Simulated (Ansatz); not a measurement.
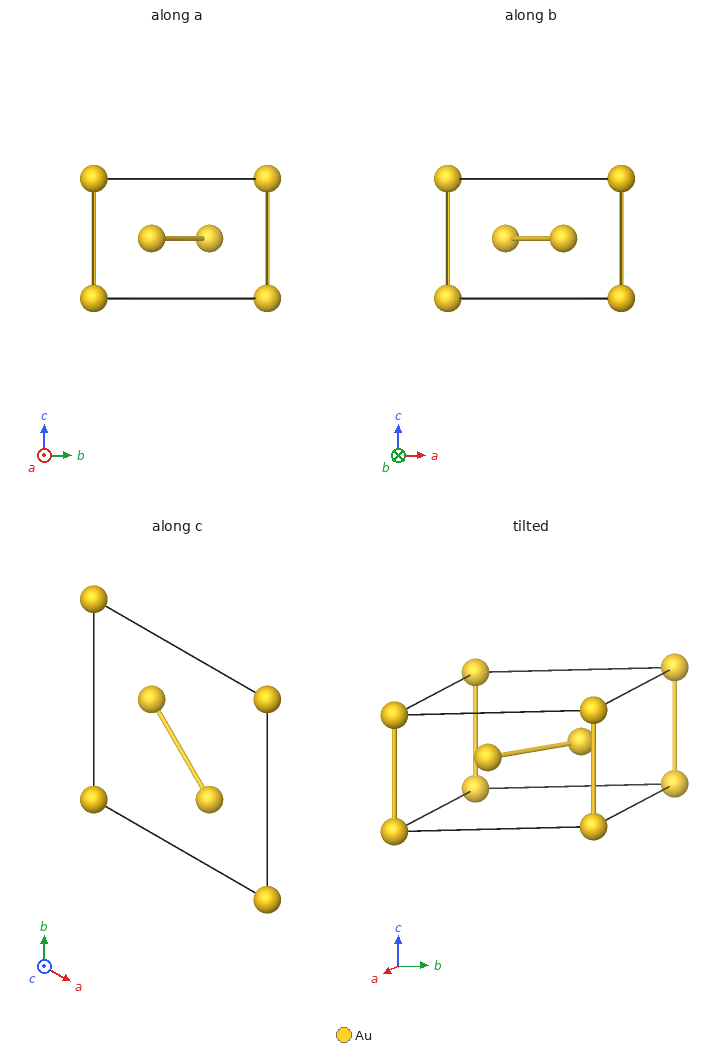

Shown here is a ball-and-stick view of the crystal, taken along the a axis, along the b axis, along the c axis and slightly off an axis. The lines enclose the conventional unit cell; boundary atoms appear with their images.

Lattice parameters: a = 4.652 Å, b = 4.652 Å, c = 2.780 Å, α = 90.00°, β = 90.00°, γ = 120.00°.

Put the structure into a table of Wyckoff sites.

Space group P6/mmm (No. 191).
| atom | site | x | y | z |
| --- | --- | --- | --- | --- |
| Au | 1a | 0.0000 | 0.0000 | 0.0000 |
| Au | 2d | 0.3333 | 0.6667 | 0.5000 |

The structure was taken from a structure type filled with this element by a generator (whether the element takes this form wasn't checked). Earlier steps of the study may have refined or changed the cell and positions. It was run through Ansatz as a DFT input.
